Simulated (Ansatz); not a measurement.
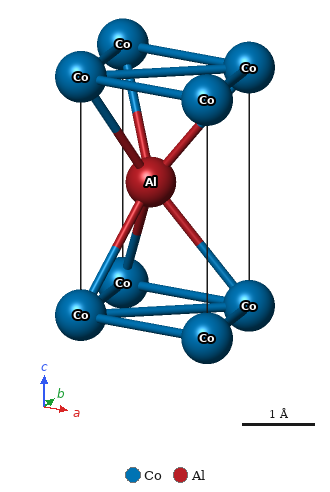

**Figure 1.** The starting structure (ball-and-stick view of the cell of the calculation, seen slightly off an axis). Near neighbours in the crystal (not all of them lie inside the picture): Co has 6 Al at 2.21 Å and 6 Co at 2.45 Å; Al has 6 Al at 2.45 Å and 6 Co at 2.21 Å.

# AlCo: geometry relaxation

- system: AlCo (P-6m2, 2 atoms in the cell)
- method: DFT, PBE, PAW with Ansatz's default frozen-core files, scalar-relativistic, no spin polarisation (Ansatz 0.2.0)

Its volume is 0.72 times that of the source entry. It belongs to a series of runs on one base structure; here: shape and atoms relaxed at 0.72 of the volume.

### Input file
```yaml
crystal:
  lattice:
    - [2.446882463, 0.0, 0.0]
    - [-1.2234412315, 2.119062373, 0.0]
    - [0.0, 0.0, 3.3943334502]
  atoms:
    - { symbol: Co, position: [0.0, 0.0, 0.0] }
    - { symbol: Al, position: [0.3333333333, 0.6666666667, 0.5] }
kpoints:
  mp_grid: { grid: [15, 15, 14] }
scf:
  occupations: { method: fermi_dirac, width: 0.1 }
hamiltonian:
  xc: pbe
  pseudopotentials: { kind: paw }
output:
  forces: true
  stress: true
relax:
  f_tol: 0.005
  max_steps: 30
  cell: { stress_tol: 0.19, fix: [volume] }
```

Machine: 1 thread of Intel Xeon (Granite Rapids), 64 GiB of memory available, shared host.

Launch command:
```bash
ansatz run input.yaml --threads 1 --pin off --max-ram 2048MiB --backend cpu --events-out ev --progress --plain --runs-dir out
```

### Log
```
Engine: ansatz 0.2.0, x86_64-unknown-linux-gnu
Pseudopotentials: kind: paw
Pseudopotential: Co, paw, valence charge 17, recommended cutoff 420 eV (normal), Co.paw.azcp
Pseudopotential: Al, paw, valence charge 3, recommended cutoff 420 eV (normal), Al.paw.azcp
Functional definition: PBE
  parameter kappa = 0.804
  parameter beta = 0.06672455060314922
  exchange = pbe_x(kappa = kappa, mu = beta*pi^2/3)
  correlation = pbe_c(beta = beta)
Crystal: 2 atoms, lattice volume = 17.600 Å³
Basis set: ecut = 420 eV, 329 PW (Γ), exchange–correlation on 36×36×48 points (8 copies of the dense FFT grid, shifted against one another)
Bands: 14, of which v1, the nominal top of the filled ones, is band 10 counted from 1 (9 counted from 0)
Symmetry: 12 space group operations
Space group: P-6m2 (ITA 187), of the structure as read, at distance tolerance 2.6e-5 Å
k-points: 216 of 3150 (time reversal used)
Non-local potential: Co, projectors of the file, l = 0: 3, l = 1: 2, l = 2: 3, l = 3: 1
Non-local potential: Al, projectors of the file, l = 0: 2, l = 1: 2, l = 2: 1
PAW form: soft (Blöchl's): semilocal exchange-correlation on the pseudo side does not see the compensation charge
PAW one-centre angular grid: Co, 590 points (default); XC on 64 Gauss nodes
PAW one-centre angular grid: Al, 110 points (default); XC on 64 Gauss nodes
Initial density: superposition of atomic densities (neutral atoms: chi_scale 0, normalization atom), corrected by the library's trained network
Initial wavefunctions: pseudopotential atomic-orbital guess
Functional: x = pbe(κ = 0.804, μ = 0.2195149727645171), c = pbe(β = 0.06672455060314922)
SCF iter   1: F=—  HF=-5662.605886 eV  |F-HF|=—  |Δ(HF+E_count)|=         —  Δρ=1.38e-2  dr2=1.09e-2  ethr=1.77e-3  ⟨swp⟩=5.7  Hψ=15048  notcnv=0
preconditioner: auto → none  [metal: Δε(μ)=0.042 eV  Ē_g=10.287 eV  σ=0.100 eV  W_gap=0.10  n_scr=2 (ndim 8)  ℏωp=30.7 eV  f_vac=0.000  D(μ)=1.34/eV (n_scr^D=22)  sad-step TF]
SCF iter   2: F=—  HF=-5662.602981 eV  |F-HF|=—  |Δ(HF+E_count)|=   2.90e-3  Δρ=6.92e-3  dr2=4.55e-3  ethr=5.44e-5  ⟨swp⟩=1.0  Hψ=4758  notcnv=0
SCF iter   3: F=—  HF=-5662.602072 eV  |F-HF|=—  |Δ(HF+E_count)|=   9.09e-4  Δρ=7.97e-4  dr2=5.95e-5  ethr=2.27e-5  ⟨swp⟩=1.2  Hψ=3078  notcnv=0
SCF iter   4: F=—  HF=-5662.601995 eV  |F-HF|=—  |Δ(HF+E_count)|=   7.72e-5  Δρ=2.41e-4  dr2=5.32e-6  ethr=2.97e-7  ⟨swp⟩=2.7  Hψ=4885  notcnv=0
SCF iter   5: F=—  HF=-5662.601995 eV  |F-HF|=—  |Δ(HF+E_count)|=   4.88e-8  Δρ=5.98e-5  dr2=1.65e-7  ethr=2.66e-8  ⟨swp⟩=2.3  Hψ=4261  notcnv=0
SCF iter   6: F=-5662.601995 eV  HF=-5662.601995 eV  |F-HF|=7.93e-9  |Δ(HF+E_count)|=   6.63e-8  Δρ=1.14e-5  dr2=1.06e-8  ethr=5.00e-10  ⟨swp⟩=4.1  Hψ=10437  notcnv=0
SCF 1 converged in 6 iterations: F = -5662.601995 eV  dr2 = 1.06e-8
  greatest PAW one-centre occupation: 1.001 electrons in one spin orbital (limit 2), on the Co atom at site 0 (counted from 0), in its partial waves of l = 1
relax step   1: F+E_penalty+E_count = -5662.60199499 eV  Δ(F+E_penalty+E_count) = +0.000e0 eV  max|allowed force component| = 1.388e-17 eV/Å  Δτ_max = 0.0000 Å  P = +106.939 GPa  Ω = 17.600 Å³  fix = [volume]  reactions: volume +106.939 GPa  (6 SCF iters, dr2 threshold 1.00e-7 eV, accepted)
Initial density: handed on by an earlier stage of this run
Initial wavefunctions: those handed on with the density
iter 1 solved again at ethr=1.24e-5 eV; its pass at ethr=3.10e-3 eV (dr2=2.47e-3 eV) is discarded
SCF iter   1: F=—  HF=-5662.619615 eV  |F-HF|=—  |Δ(HF+E_count)|=         —  Δρ=4.29e-3  dr2=2.38e-3  ethr=1.24e-5  ⟨swp⟩=1.0  Hψ=18814  notcnv=0
preconditioner: auto → none  [metal: Δε(μ)=0.046 eV  Ē_g=10.251 eV  σ=0.100 eV  W_gap=0.11  n_scr=2 (ndim 8)  ℏωp=30.7 eV  f_vac=0.000  D(μ)=1.33/eV (n_scr^D=22)]
SCF iter   2: F=—  HF=-5662.619280 eV  |F-HF|=—  |Δ(HF+E_count)|=   3.35e-4  Δρ=1.06e-3  dr2=1.91e-4  ethr=1.19e-5  ⟨swp⟩=1.0  Hψ=3025  notcnv=0
SCF iter   3: F=—  HF=-5662.619171 eV  |F-HF|=—  |Δ(HF+E_count)|=   1.09e-4  Δρ=2.98e-4  dr2=1.21e-5  ethr=9.53e-7  ⟨swp⟩=1.1  Hψ=3035  notcnv=0
iter 4 did not close the SCF: its close was put off for the readings that it lacked (scf_convergence_deferred on its scf_iter line)
SCF iter   4: F=-5662.619171 eV  HF=-5662.619171 eV  |F-HF|=2.58e-7  |Δ(HF+E_count)|=   3.16e-7  Δρ=4.90e-5  dr2=1.81e-7  ethr=6.05e-8  ⟨swp⟩=2.3  Hψ=4052  notcnv=0
iter 5 did not close the SCF: its close was put off for the readings that it lacked (scf_convergence_deferred on its scf_iter line)
SCF iter   5: F=-5662.619171 eV  HF=-5662.619171 eV  |F-HF|=6.35e-9  |Δ(HF+E_count)|=   3.73e-8  Δρ=1.03e-5  dr2=6.97e-9  ethr=9.05e-10  ⟨swp⟩=2.4  Hψ=5103  notcnv=0
SCF iter   6: F=-5662.619171 eV  HF=-5662.619171 eV  |F-HF|=3.35e-10  |Δ(HF+E_count)|=   7.94e-9  Δρ=2.51e-6  dr2=5.08e-10  ethr=3.49e-11  ⟨swp⟩=1.5  Hψ=9405  notcnv=0
SCF 2 converged in 6 iterations: F = -5662.619171 eV  dr2 = 5.08e-10
relax step   2: F+E_penalty+E_count = -5662.61917114 eV  Δ(F+E_penalty+E_count) = -1.718e-2 eV  max|allowed force component| = 3.759e-18 eV/Å  Δτ_max = 0.0000 Å  P = +106.356 GPa  Ω = 17.600 Å³  energy of the carried Pulay correction = -3.616e-5 eV  fix = [volume]  reactions: volume +106.356 GPa  (6 SCF iters, dr2 threshold 2.00e-7 eV, accepted)
Basis set: ecut = 420 eV, 317 PW (Γ), exchange–correlation on 36×36×48 points (8 copies of the dense FFT grid, shifted against one another)
iter 1 solved again at ethr=2.51e-5 eV; its pass at ethr=3.10e-3 eV (dr2=5.01e-3 eV) is discarded
SCF iter   1: F=—  HF=-5662.629344 eV  |F-HF|=—  |Δ(HF+E_count)|=         —  Δρ=6.07e-3  dr2=4.94e-3  ethr=2.51e-5  ⟨swp⟩=1.0  Hψ=18817  notcnv=0
preconditioner: auto → none  [metal: Δε(μ)=0.012 eV  Ē_g=10.199 eV  σ=0.100 eV  W_gap=0.03  n_scr=2 (ndim 8)  ℏωp=30.7 eV  f_vac=0.000  D(μ)=1.29/eV (n_scr^D=22)]
SCF iter   2: F=—  HF=-5662.628621 eV  |F-HF|=—  |Δ(HF+E_count)|=   7.22e-4  Δρ=1.61e-3  dr2=4.37e-4  ethr=2.47e-5  ⟨swp⟩=1.0  Hψ=3024  notcnv=0
SCF iter   3: F=—  HF=-5662.628561 eV  |F-HF|=—  |Δ(HF+E_count)|=   6.02e-5  Δρ=4.02e-4  dr2=2.21e-5  ethr=2.19e-6  ⟨swp⟩=1.0  Hψ=3034  notcnv=0
SCF iter   4: F=—  HF=-5662.628469 eV  |F-HF|=—  |Δ(HF+E_count)|=   9.22e-5  Δρ=5.18e-5  dr2=1.74e-7  ethr=1.11e-7  ⟨swp⟩=2.2  Hψ=4101  notcnv=0
iter 5 did not close the SCF: its close was put off for the readings that it lacked (scf_convergence_deferred on its scf_iter line)
SCF iter   5: F=-5662.628469 eV  HF=-5662.628469 eV  |F-HF|=1.42e-8  |Δ(HF+E_count)|=   3.24e-8  Δρ=2.27e-5  dr2=4.48e-8  ethr=8.70e-10  ⟨swp⟩=2.0  Hψ=5075  notcnv=0
SCF iter   6: F=-5662.628469 eV  HF=-5662.628469 eV  |F-HF|=2.66e-9  |Δ(HF+E_count)|=  5.37e-10  Δρ=8.90e-6  dr2=6.98e-9  ethr=2.24e-10  ⟨swp⟩=2.6  Hψ=9531  notcnv=0
SCF 3 converged in 6 iterations: F = -5662.628469 eV  dr2 = 6.98e-9
relax step   3: F+E_penalty+E_count = -5662.62846909 eV  Δ(F+E_penalty+E_count) = -9.298e-3 eV  max|allowed force component| = 1.503e-17 eV/Å  Δτ_max = 0.0000 Å  P = +105.636 GPa  Ω = 17.600 Å³  energy of the carried Pulay correction = -9.224e-5 eV  fix = [volume]  reactions: volume +105.636 GPa  (6 SCF iters, dr2 threshold 2.00e-7 eV, accepted)
iter 1 solved again at ethr=1.12e-7 eV; its pass at ethr=3.10e-3 eV (dr2=2.25e-5 eV) is discarded
SCF iter   1: F=—  HF=-5662.628618 eV  |F-HF|=—  |Δ(HF+E_count)|=         —  Δρ=3.76e-4  dr2=1.93e-5  ethr=1.12e-7  ⟨swp⟩=2.0  Hψ=18200  notcnv=0
preconditioner: auto → none  [metal: Δε(μ)=0.000 eV  Ē_g=10.248 eV  σ=0.100 eV  W_gap=0.00  n_scr=2 (ndim 8)  ℏωp=30.7 eV  f_vac=0.000  D(μ)=1.31/eV (n_scr^D=22)]
SCF iter   2: F=—  HF=-5662.628525 eV  |F-HF|=—  |Δ(HF+E_count)|=   9.38e-5  Δρ=1.01e-4  dr2=1.72e-6  ethr=9.64e-8  ⟨swp⟩=1.0  Hψ=3024  notcnv=0
iter 3 did not close the SCF: its close was put off for the readings that it lacked (scf_convergence_deferred on its scf_iter line)
SCF iter   3: F=-5662.628524 eV  HF=-5662.628524 eV  |F-HF|=7.36e-8  |Δ(HF+E_count)|=   2.63e-7  Δρ=3.02e-5  dr2=1.24e-7  ethr=8.59e-9  ⟨swp⟩=1.0  Hψ=3029  notcnv=0
iter 4 did not close the SCF: its close was put off for the readings that it lacked (scf_convergence_deferred on its scf_iter line)
SCF iter   4: F=-5662.628524 eV  HF=-5662.628524 eV  |F-HF|=3.75e-9  |Δ(HF+E_count)|=   4.89e-9  Δρ=5.88e-6  dr2=2.74e-9  ethr=6.22e-10  ⟨swp⟩=2.4  Hψ=3925  notcnv=0
iter 5 did not close the SCF: its close was put off for the readings that it lacked (scf_convergence_deferred on its scf_iter line)
SCF iter   5: F=-5662.628524 eV  HF=-5662.628524 eV  |F-HF|=6.82e-11  |Δ(HF+E_count)|=  7.29e-10  Δρ=1.05e-6  dr2=6.73e-11  ethr=1.37e-11  ⟨swp⟩=2.1  Hψ=4905  notcnv=0
SCF iter   6: F=-5662.628524 eV  HF=-5662.628524 eV  |F-HF|=8.19e-12  |Δ(HF+E_count)|=  9.00e-11  Δρ=4.07e-7  dr2=1.46e-11  ethr=1.00e-12  ⟨swp⟩=1.0  Hψ=8186  notcnv=0
SCF 4 converged in 6 iterations: F = -5662.628524 eV  dr2 = 1.46e-11
relax step   4: F+E_penalty+E_count = -5662.62852438 eV  Δ(F+E_penalty+E_count) = -5.529e-5 eV  max|allowed force component| = 1.619e-17 eV/Å  Δτ_max = 0.0000 Å  P = +105.678 GPa  Ω = 17.600 Å³  energy of the carried Pulay correction = -8.845e-5 eV  fix = [volume]  reactions: volume +105.678 GPa  (6 SCF iters, dr2 threshold 2.00e-7 eV, accepted)
Initial wavefunctions: pseudopotential atomic-orbital guess (no wavefunctions were taken with the density)
iter 1 solved again at ethr=1.37e-8 eV; its pass at ethr=3.10e-3 eV (dr2=2.73e-6 eV) is discarded
SCF iter   1: F=—  HF=-5662.628855 eV  |F-HF|=—  |Δ(HF+E_count)|=         —  Δρ=5.37e-4  dr2=1.63e-6  ethr=1.37e-8  ⟨swp⟩=3.2  Hψ=24321  notcnv=0
preconditioner: auto → none  [metal: Δε(μ)=0.001 eV  Ē_g=10.239 eV  σ=0.100 eV  W_gap=0.00  n_scr=2 (ndim 8)  ℏωp=30.7 eV  f_vac=0.000  D(μ)=1.31/eV (n_scr^D=22)]
SCF iter   2: F=—  HF=-5662.628814 eV  |F-HF|=—  |Δ(HF+E_count)|=   4.12e-5  Δρ=2.68e-4  dr2=4.38e-7  ethr=8.14e-9  ⟨swp⟩=2.0  Hψ=4235  notcnv=0
SCF iter   3: F=—  HF=-5662.628829 eV  |F-HF|=—  |Δ(HF+E_count)|=   1.45e-5  Δρ=2.23e-5  dr2=2.32e-8  ethr=2.19e-9  ⟨swp⟩=1.0  Hψ=3026  notcnv=0
iter 4 did not close the SCF: its close was put off for the readings that it lacked (scf_convergence_deferred on its scf_iter line)
SCF iter   4: F=-5662.628829 eV  HF=-5662.628829 eV  |F-HF|=3.87e-9  |Δ(HF+E_count)|=   3.22e-8  Δρ=4.55e-6  dr2=1.73e-10  ethr=1.16e-10  ⟨swp⟩=2.2  Hψ=4303  notcnv=0
iter 5 did not close the SCF: its close was put off for the readings that it lacked (scf_convergence_deferred on its scf_iter line)
SCF iter   5: F=-5662.628829 eV  HF=-5662.628829 eV  |F-HF|=4.55e-12  |Δ(HF+E_count)|=   3.88e-9  Δρ=4.64e-7  dr2=1.17e-11  ethr=1.00e-12  ⟨swp⟩=2.1  Hψ=4322  notcnv=0
SCF iter   6: F=-5662.628829 eV  HF=-5662.628829 eV  |F-HF|=9.09e-13  |Δ(HF+E_count)|=  1.36e-11  Δρ=5.24e-8  dr2=2.41e-13  ethr=1.00e-12  ⟨swp⟩=2.1  Hψ=9144  notcnv=0
SCF 5 converged in 6 iterations: F = -5662.628829 eV  dr2 = 2.41e-13
relax step   5: F+E_penalty+E_count = -5662.62882854 eV  Δ(F+E_penalty+E_count) = -3.042e-4 eV  max|allowed force component| = 1.735e-17 eV/Å  Δτ_max = 0.0000 Å  P = +105.725 GPa  Ω = 17.600 Å³  fix = [volume]  reactions: volume +105.725 GPa  stress off target by 1.07e-1 GPa on what of the cell is left free  SCF on the basis re-selected at this cell (its energy is not comparable with the rows above)  (6 SCF iters)
```

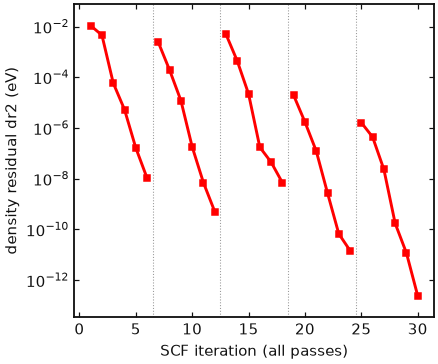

**Figure 2.** Convergence of the self-consistent field: density residual dr2 against the SCF iteration. The dotted lines part the SCF passes of the relaxation: geometry steps, rejected trials and re-solves on a re-selected basis. The 5 passes take 6 iterations each, 30 in all.

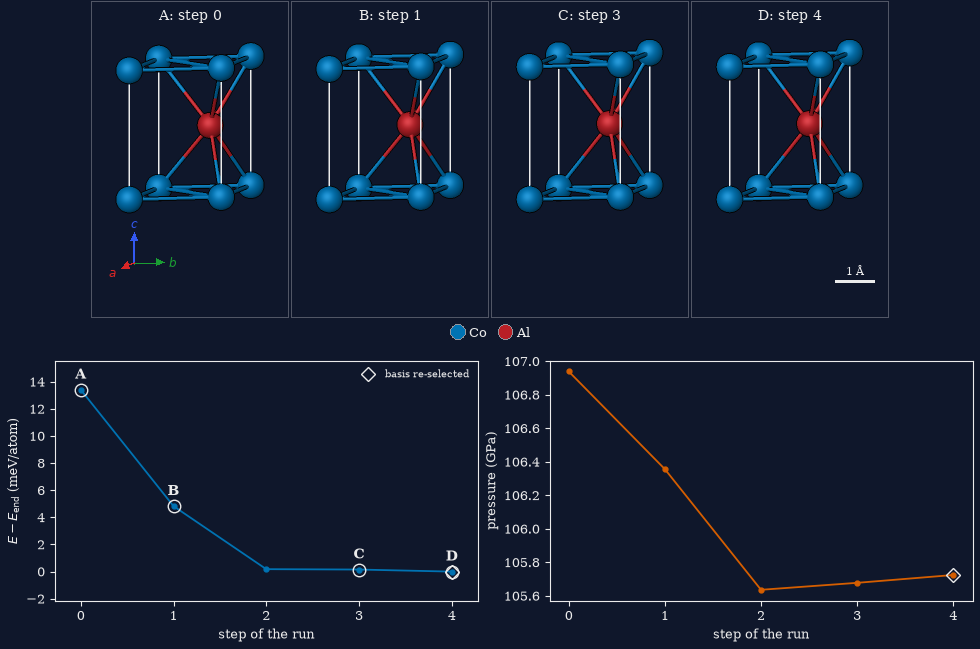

**Figure 3.** Frames of the relaxation (ball-and-stick view of the cell of the calculation, seen slightly off an axis) above the curves, on which the letters mark them (the first geometry is step 0 here and step 1 in the log).

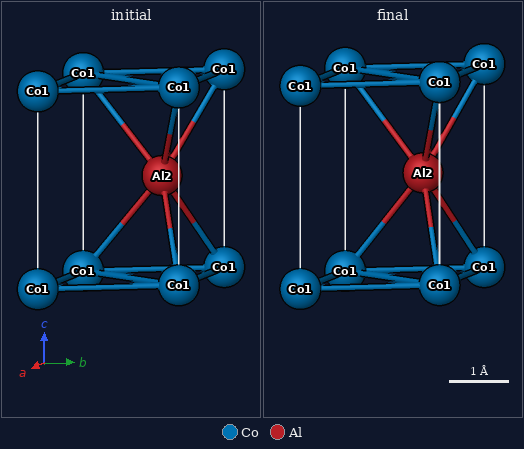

**Figure 4.** Before (left) and after (right) the relaxation, at one scale (ball-and-stick view of the cell of the calculation, seen slightly off an axis). The atoms keep their places relative to the cell (all moves are under 0.005 Å). The drawn cell changes at constant volume: a = b 2.447 → 2.415 Å (−1.3 %), c 3.394 → 3.485 Å (+2.7 %). Among the contacts that change: Al2–Al2 2.447 → 2.415 Å, Co1–Co1 2.447 → 2.415 Å, Co1–Al2 2.208 → 2.232 Å. The space group stays P-6m2 (No. 187). Over 3 geometry steps the energy falls by 13.3 meV per atom. All forces vanish by symmetry, so only the cell relaxes. Pressure: 106.94 GPa at the start and 105.72 GPa at the end. A last SCF at the same geometry on a re-selected plane-wave basis shifts the energy by −0.2 meV per atom. (Atoms are counted from 1 in the order of the input.)

```
basis re-selected at this cell: Δ(F+E_penalty+E_count) = -3.042e-4 eV, ΔP = +0.047 GPa vs the last step (what re-selecting the basis moved, of the pressure what is left beyond the Pulay correction that the steps carried, after the strain that the cell walked since its last selection, with what the two solves' SCF thresholds leave and, on support functions, any second-order correction that the steps lacked; it is no measure of the basis error at this ecutwfc). This SCF's stress stands 1.07e-1 GPa from its target on what of the cell is left free (relax.cell.stress_tol is 1.90e-1 GPa) and its largest allowed force component is 1.73e-17 eV/Å (relax.f_tol is 5.00e-3 eV/Å): within both
SCF converged after 6 iterations
Free energy (F): -5662.628829 eV
Harris-Foulkes:  -5662.628829 eV  (|F-HF|=9.09e-13)
Internal energy: -5662.585926 eV  (E = F + TS)
E sigma→0 (E₀):  -5662.607377 eV
Entropy (-TS):   -0.042903 eV (-21.451 meV/atom)
Fermi energy:    19.784670 eV
--- Per-component energies (eV) ---
  E_band       = -189.752043
  E_kinetic    = 499.307639
  E_local      = -3525.987932  (includes V_loc(G=0)·N_el)
  E_nonlocal   = 469.722836
  E_hartree    = 1556.772562
  E_xc         = -206.428354
  E_vxc        = -244.278494  (∫ρ·V_xc dr)
  E_paw        = -1988.296921  (= ΣΔE_a)
  E_vpaw       = -502.061282  (= ΣTr[D̂ρ^β])
  E_aug_tail   = 0.000087  (compensation charges beyond the density's cutoff)
  E_ewald      = -2467.675842
  E_smearing   = -0.042903  (= −TS)
  E_closure    = -0.000000  (closes the sum)
  Σ components = -5662.628829   (vs F -5662.628829, Δ=0.00e0)
--- Forces (eV/Å), atoms counted from 1 ---
  atom   1  Co     0.00000000     0.00000000     0.00000000
  atom   2  Al     0.00000000    -0.00000000    -0.00000000
  max |Σ_I F_I| component: 1.62e-17 eV/Å
--- Stress (GPa, compression-positive) ---
      105.671417       0.000000       0.000000
       -0.000000     105.671417      -0.000000
        0.000000      -0.000000     105.831167
  P = ⅓ Tr σ = 105.7247 GPa (1057.247 kbar)
--- Relaxed structure (4 steps of the walk, 4 accepted, 1 SCFs on fresh bases) ---
  F+E_penalty+E_count = -5662.62882854 eV   max|allowed force component| = 1.735e-17 eV/Å   (the final SCF, on the basis selected at the relaxed cell)
  cell:  # Å, volume = 17.5999 Å³
    - [2.4149002500770766, -1.798985713893058e-18, -5.996619046310713e-19]
    - [-1.2074501250385383, 2.0913649641721417, 2.998309523155387e-19]
    - [-8.318554293041095e-19, 4.874532636265507e-33, 3.4848358647654916]
  atoms:
    - { symbol: Co, position: [-1.046210113182768e-53, -3.700743415524894e-17, -2.718770695999756e-35] }
    - { symbol: Al, position: [0.33333333333333337, 0.6666666666666667, 0.5000000000000001] }
```

### Trajectory as extended XYZ (Å, eV, eV/Å), 5 frames, from step=1 to step=5
```
2
Lattice="2.4469 0.0000 0.0000 -1.2234 2.1191 0.0000 0.0000 0.0000 3.3943" Properties=species:S:1:pos:R:3:forces:R:3 step=1 energy=-5662.60199 pressure_GPa=106.94
Co    0.0000    0.0000    0.0000    0.0000   0.0000   0.0000
Al    0.0000    1.4127    1.6972    0.0000   0.0000   0.0000
2
Lattice="2.4337 0.0000 0.0000 -1.2168 2.1076 0.0000 0.0000 0.0000 3.4313" Properties=species:S:1:pos:R:3:forces:R:3 step=2 energy=-5662.61917 pressure_GPa=106.36
Co    0.0000    0.0000    0.0000    0.0000   0.0000   0.0000
Al    0.0000    1.4051    1.7157    0.0000   0.0000   0.0000
2
Lattice="2.4136 0.0000 0.0000 -1.2068 2.0902 0.0000 0.0000 0.0000 3.4887" Properties=species:S:1:pos:R:3:forces:R:3 step=3 energy=-5662.62847 pressure_GPa=105.64
Co    0.0000    0.0000    0.0000    0.0000   0.0000   0.0000
Al    0.0000    1.3935    1.7444    0.0000   0.0000   0.0000
2
Lattice="2.4149 0.0000 0.0000 -1.2074 2.0914 0.0000 0.0000 0.0000 3.4848" Properties=species:S:1:pos:R:3:forces:R:3 step=4 energy=-5662.62852 pressure_GPa=105.68
Co    0.0000    0.0000    0.0000    0.0000   0.0000   0.0000
Al    0.0000    1.3942    1.7424    0.0000   0.0000   0.0000
2
Lattice="2.4149 0.0000 0.0000 -1.2074 2.0914 0.0000 0.0000 0.0000 3.4848" Properties=species:S:1:pos:R:3:forces:R:3 step=5 energy=-5662.62883 pressure_GPa=105.72
Co    0.0000    0.0000    0.0000    0.0000   0.0000   0.0000
Al    0.0000    1.3942    1.7424    0.0000   0.0000   0.0000
```

### Summary

- outcome: converged
- space group (tolerance 0.01 Å): P-6m2 (187)
- electrons treated: 20
- free energy: −5662.6288 eV
- Fermi energy: 19.785 eV
- pressure: 105.72 GPa
- final volume: 17.60 Å³
- largest force (length of the vector) at the end: under 0.001 eV/Å
- final cell: a = 2.415 Å, b = 2.415 Å, c = 3.485 Å, α = 90.00°, β = 90.00°, γ = 120.00°
- wall time: 16 s
- peak memory: 0.43 GiB

### Notes

The run has no spin polarisation, so a magnetic state may lie lower. The cell is under a pressure of 106 GPa at this level, so it is not at its equilibrium volume.
